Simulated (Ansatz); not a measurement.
## Electronic structure of Zr$_{8}$O$_{15}$ (cell charge +1, with a compensating background) (cell with a defect) in real space

Input

```
crystal:
  lattice:
    - [-5.1158283606, 5.1158283606, 0.0]
    - [-5.1158283606, 0.0, 5.1158283606]
    - [0.0, 5.1158283606, 5.1158283606]
  atoms:
    - { symbol: Zr, position: [1.003246291, 1.0033207762, 0.5045411329], spin: 0.3 }
    - { symbol: Zr, position: [0.4950250424, 1.0007257186, 0.5039052094], spin: 0.3 }
    - { symbol: Zr, position: [1.0032568016, 0.4892793158, 0.5045506981], spin: 0.3 }
    - { symbol: Zr, position: [1.0027791589, 1.0008030311, -0.0040336281], spin: 0.3 }
    - { symbol: Zr, position: [0.5000126618, 0.5033352102, 0.4936838091] }
    - { symbol: Zr, position: [0.4987642071, 0.9977680707, 0.0001849095] }
    - { symbol: Zr, position: [0.9924198748, 0.5033902913, 0.0011228721] }
    - { symbol: Zr, position: [0.4987487748, 0.503653587, 0.0001669363] }
    - { symbol: O, position: [0.3958487537, 0.852876436, 0.3960376299] }
    - { symbol: O, position: [0.8567961871, 0.392996436, 0.3576741087] }
    - { symbol: O, position: [0.8950025675, 0.852655363, 0.8968841418] }
    - { symbol: O, position: [0.3958350441, 0.3556115956, 0.3960554118] }
    - { symbol: O, position: [0.3555858861, 0.89426199, 0.8563961094] }
    - { symbol: O, position: [0.8950047997, 0.355834229, 0.8968642214] }
    - { symbol: O, position: [0.351514919, 0.3979478018, 0.8530856729] }
    - { symbol: O, position: [0.6049056501, 0.6445569984, 0.1063497838] }
    - { symbol: O, position: [0.1366404182, 0.622488731, 0.1546896341], spin: 0.3 }
    - { symbol: O, position: [0.6090716647, 0.1407620163, 0.1097994026], spin: 0.3 }
    - { symbol: O, position: [0.6533510158, 0.6217884381, 0.637974154], spin: 0.3 }
    - { symbol: O, position: [0.1366147861, 0.0867149702, 0.1546733725], spin: 0.3 }
    - { symbol: O, position: [0.0888955078, 0.6608807244, 0.5897442384], spin: 0.3 }
    - { symbol: O, position: [0.6533504551, 0.0873878009, 0.6379553912], spin: 0.3 }
    - { symbol: O, position: [0.1103360373, 0.1392402463, 0.6115508335] }
  host:
    lattice:
      - [0.0, 2.5579141803, 2.5579141803]
      - [2.5579141803, 0.0, 2.5579141803]
      - [2.5579141803, 2.5579141803, 0.0]
    atoms:
      - { symbol: Zr, position: [0.0, 0.0, 0.0] }
      - { symbol: O, position: [0.25, 0.25, 0.25] }
      - { symbol: O, position: [0.75, 0.75, 0.75] }
total_charge: 1
basis:
  ecutwfc: 420
  xc_grid: 2
kpoints:
  mp_grid: { grid: [2, 2, 2], shift: [0.0, 0.0, 0.0] }
hamiltonian:
  xc: pbe
scf:
  occupations: { method: gaussian, width: 0.01 }
output:
  forces: true
  stress: false
  eigenvalues: true
  populations: true
  charged_corrections:
    defect_position: [0.875, 0.875, 0.375]
    epsilon: [[48.3206, 0.0, 0.0], [0.0, 48.3206, 0.0], [0.0, 0.0, 48.3206]]
  write_density: true
  write_potential: true
  elf: true
  volumetric_format: npy
magnetization:
  spin_polarized: true
relax:
  adjacent_minimum: "off"
  f_tol: 0.025
  max_steps: 45
```

Run with:

```sh
ansatz run input.yaml --threads 4 --pin off --max-ram 10240MiB --backend cpu --events-out ev --progress --plain --runs-dir out
```

The fields are those of the run's last geometry, not of the input's.

Spin-polarised.

All numbers below come from DFT PBE, scalar-relativistic, plane waves, PAW (Ansatz).

In a PAW calculation such maps are meaningful between the atoms, not at the nuclei.

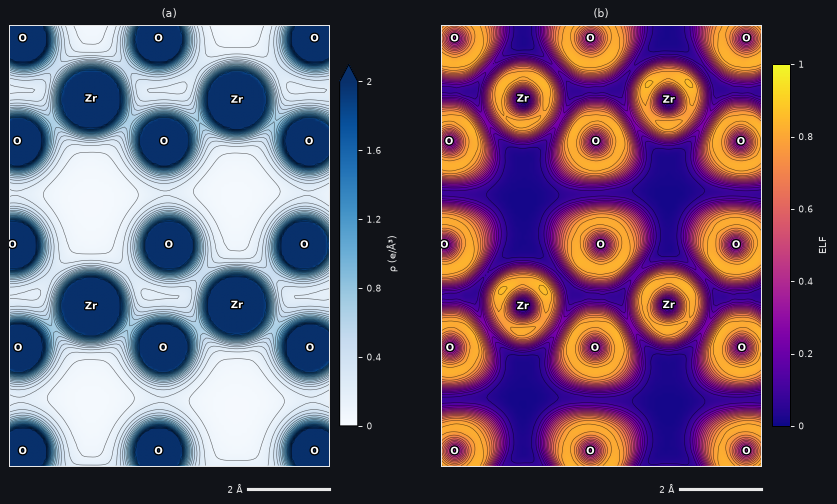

Figure 1. (a) valence electron density; (b) ELF on the (101̄) plane of the calculation cell.

Read the bonding off the picture.

- The section cuts through Zr and O sites.
- Zr–O (2.07 Å): ρ is about 0.72 e/Å³ halfway; the ELF peaks at about 0.85 in the valence shell of O, 0.6 Å from its nucleus, and drops to about 0.25 between the two atoms; no localised pair shows between them.
- Zr–O (2.10 Å): ρ is about 0.67 e/Å³ halfway; the ELF peaks at about 0.85 in the valence shell of O, 0.6 Å from its nucleus, and drops to about 0.20 between the two atoms: no shared electron pair shows on this line.
- Zr–O (2.25 Å): ρ is about 0.46 e/Å³ halfway; the ELF peaks at about 0.85 in the valence shell of O, 0.6 Å from its nucleus, and drops to about 0.15 between the two atoms: no localised pair shows between them.
- Between the atoms the lowest density in this plane is 0.02 e/Å³.
- The features right at Zr lie inside the PAW spheres, where the map follows smoothed inner orbitals and isn't to be read closely.

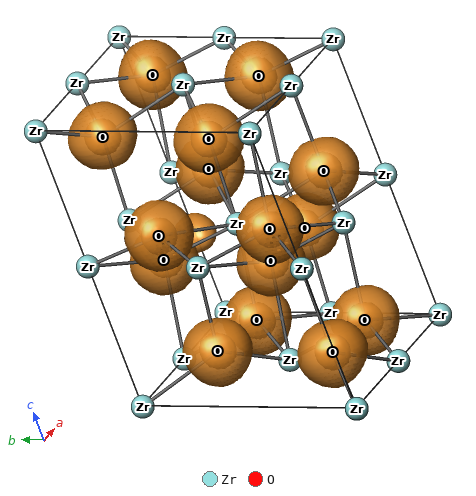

Figure 2. Isosurface of the ELF at 0.75 (orange), seen at an oblique angle. Only the valence region is drawn (cores and ρ < 0.01 e/Å³ removed). Sticks mark near contacts.

What do the ELF domains correspond to?

At this value the surface marks out 15 regions wrapped around O (the valence shell of each) and one pocket between the atoms, centred on no nucleus (multi-centre or interstitial), counted in one cell of 23 atoms. Regions shared between cells count once. Profiles from the grid: Zr–O (2.05 Å): the ELF peaks at about 0.85 in the valence shell of O, 0.6 Å from its nucleus, and drops to about 0.25 between the two atoms (no shared electron pair shows on this line).

Metal or insulator at this level of theory?

It is gapped, with a Kohn–Sham gap of 0.76 eV on the k-point mesh (the band edges may lie off the mesh, which would make the gap smaller).
